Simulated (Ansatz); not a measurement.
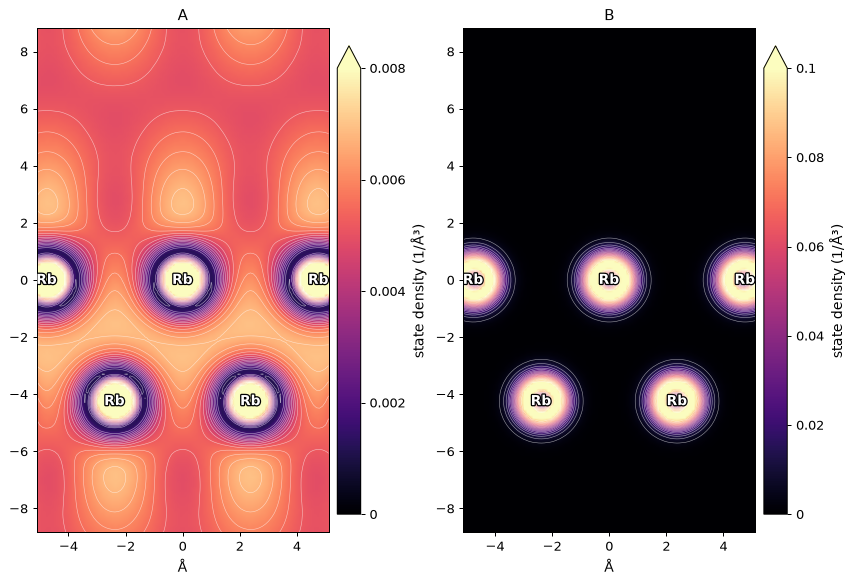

Rb: densities of the states in two energy windows, on the (100) plane of the conventional cell.

Space group I4_1/amd. This isn't the usual form at ambient conditions. The cell comes from a database of computed structures, not from a measurement.

Computed with Ansatz 0.2.0, DFT PBE, scalar-relativistic, plane waves, PAW.

In a PAW calculation such maps are meaningful between the atoms, not at the nuclei.

**Match the panels to the energy ranges (zero at the Fermi level): −13.19 to −13.01 eV and −1.2 to 0.0 eV.**

Panel A: −1.2 to 0.0 eV, the filled states just under the Fermi level, mainly Rb 5s (over 95 %).
Panel B: −13.19 to −13.01 eV, a separate group of bands (semicore or deep states), mainly Rb 4p (over 95 %).
The characters are Löwdin shares on a minimal set of atomic orbitals.

Cost of the run: 20 s on 1 thread of Arm Neoverse N1 (shared host), peak memory 0.48 GiB.
